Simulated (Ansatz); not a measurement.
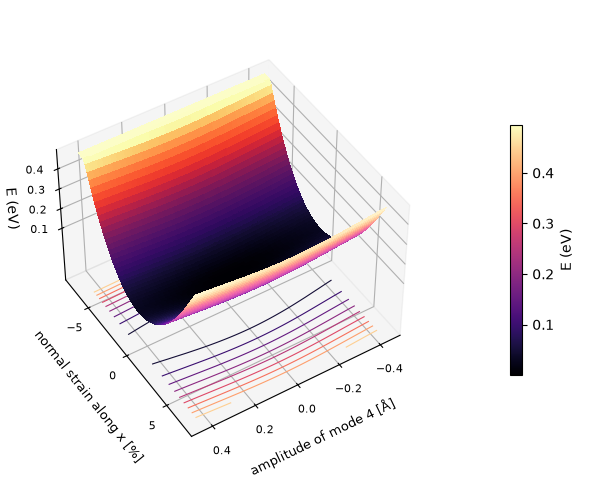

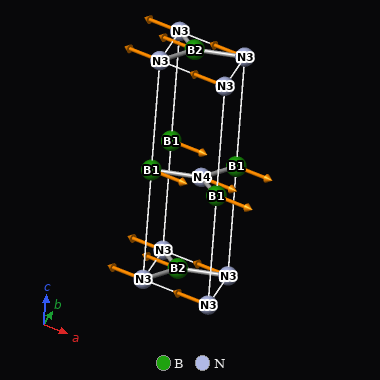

Energy landscape of BN (P-6m2, No. 187; 4 atoms in the cell). The energy is mapped over a normal mode and a strain (zone-centre modes of the 4-atom cell of this scan) (x along [1 0 0], y along [1 2 0], z along [0 0 1] of the conventional cell). First axis: amplitude of mode 4 (47 cm⁻¹), largest displacement in the unstrained cell. Second axis: normal strain along x. Nothing is relaxed (the pattern is fixed in fractional coordinates). The scan uses an 11 × 7 grid; 42 points were computed and 35 follow by symmetry. Points are written as (first, second). Energies: eV per cell, counted from the lowest grid point. The calculation used DFT PBE+D3(BJ), scalar-relativistic, plane waves, PAW in Ansatz 0.2.0. Settings: cutoff 520 eV, k-mesh 12×12×4 in the order of the run's cell vectors, methfessel-paxton smearing 0.05 eV, no spin polarisation.

Drawn: a relief with its contours projected below, any walls above the top of the colour scale cut off. Between grid points the surface is interpolated. The second picture is the structure at the lowest point

**Describe this landscape.**

The lowest grid point is at (0.000 Å, 0.00 %). The highest grid point, (−0.434 Å, −7.00 %), lies 0.608 eV above the lowest. The gap on the k-mesh is 4.4 eV at the lowest point and runs from 3.1 to 4.4 eV over the map.

Grid values (eV):

| second ↓, first → | −0.434 | −0.347 | −0.260 | −0.174 | −0.087 | 0.000 | 0.087 | 0.174 | 0.260 | 0.347 | 0.434 |
| --- | --- | --- | --- | --- | --- | --- | --- | --- | --- | --- | --- |
| 7.00 | 0.467 | 0.458 | 0.449 | 0.440 | 0.435 | 0.433 | 0.435 | 0.440 | 0.449 | 0.458 | 0.467 |
| 4.67 | 0.233 | 0.225 | 0.217 | 0.209 | 0.204 | 0.202 | 0.204 | 0.209 | 0.217 | 0.225 | 0.233 |
| 2.33 | 0.081 | 0.074 | 0.066 | 0.059 | 0.055 | 0.053 | 0.055 | 0.059 | 0.066 | 0.074 | 0.081 |
| 0.00 | 0.026 | 0.019 | 0.012 | 0.006 | 0.002 | 0.000 | 0.002 | 0.006 | 0.012 | 0.019 | 0.026 |
| −2.33 | 0.082 | 0.076 | 0.070 | 0.064 | 0.060 | 0.059 | 0.060 | 0.064 | 0.070 | 0.076 | 0.082 |
| −4.67 | 0.270 | 0.264 | 0.258 | 0.253 | 0.250 | 0.249 | 0.250 | 0.253 | 0.258 | 0.264 | 0.270 |
| −7.00 | 0.608 | 0.603 | 0.598 | 0.593 | 0.590 | 0.589 | 0.590 | 0.593 | 0.598 | 0.603 | 0.608 |

The whole map (42 points run) took 7.2 min on 1 thread of Arm Neoverse V1, on a shared host.
